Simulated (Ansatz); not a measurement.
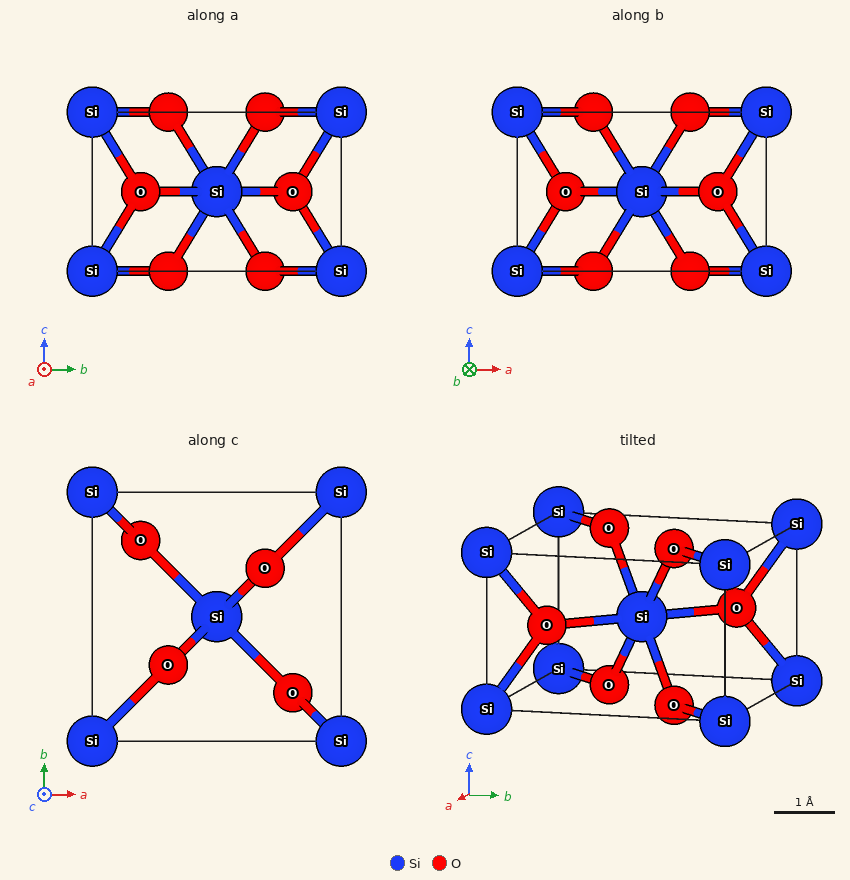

Shown here is a ball-and-stick view of the crystal, taken along the a axis, along the b axis, along the c axis and slightly off an axis. Lines trace the edges of the conventional unit cell.

Lattice parameters: a = 4.176 Å, b = 4.176 Å, c = 2.668 Å, α = 90.00°, β = 90.00°, γ = 90.00°.

> Give the structure in the form of a table of Wyckoff sites, with free fractional coordinates to two decimals.

Space group P4_2/mnm (No. 136).
| atom | site | x | y | z |
| --- | --- | --- | --- | --- |
| Si | 2a | 0.00 | 0.00 | 0.00 |
| O | 4f | 0.31 | 0.31 | 0.00 |

Origin of the cell: a structure type filled with these elements by a generator (whether the compound takes this form wasn't checked). Earlier steps of the study may have refined or changed the cell and positions. A calculation with Ansatz used it as input.
